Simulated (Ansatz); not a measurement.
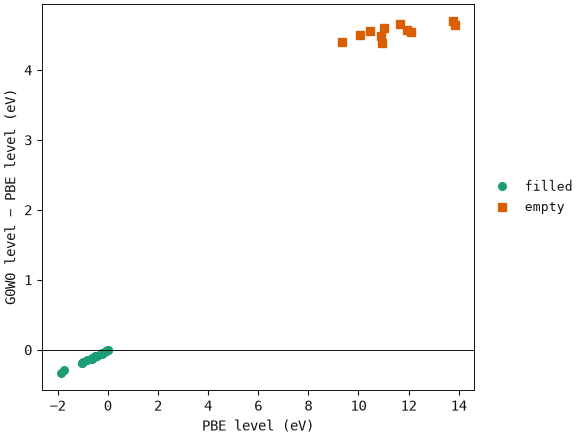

Change of each level from PBE to G0W0 against its PBE energy, both sets counted from their own valence top.

System: rocksalt LiF, space group Fm-3m (No. 225), 2 atoms in the primitive cell, relaxed with r2SCAN; cubic a = 3.990 Å. Starting point: PBE, Ansatz PAW set, no spin polarisation, no spin-orbit coupling, 6×6×6 k mesh, 420 eV cutoff, fixed occupations (Ansatz). Many-body step: G0W0 with empty bands 117, screening cutoff 220 eV and frequency treatment contour deformation.

Question: By how much does the gap open?

Answer: Over the k points that were corrected, the smallest gap goes from 9.34 eV in PBE (direct at Γ) to 13.75 eV in G0W0 (direct at Γ), a change of +4.41 eV (+47 %).

Question: What are the quasiparticle weights at the band edges?

Answer: The quasiparticle weight (renormalisation factor) lies between 0.81 and 0.89 for the top filled and first empty levels.

Question: Is the correction a rigid shift of the empty levels?

Answer: Counted from the valence top, the lowest empty level moves by +4.41 eV at Γ, +4.39 eV at L and +5.12 eV at X; over the 12 points that were corrected the shifts run from +4.39 to +5.12 eV: a spread of 0.73 eV on a mean of 4.60 eV, so one scissor shift doesn't describe this level. The top filled level also moves against the valence top, by −0.19 eV at X.

| k point | PBE direct gap (eV) | G0W0 direct gap (eV) |
| --- | --- | --- |
| Γ | 9.34 | 13.75 |
| L | 11.18 | 15.63 |
| X | 16.13 | 21.44 |

The k mesh is coarse (spacing up to 0.45 Å⁻¹), so the values aren't converged. Bands, cutoffs and mesh are finite, so these values aren't at the basis limit.
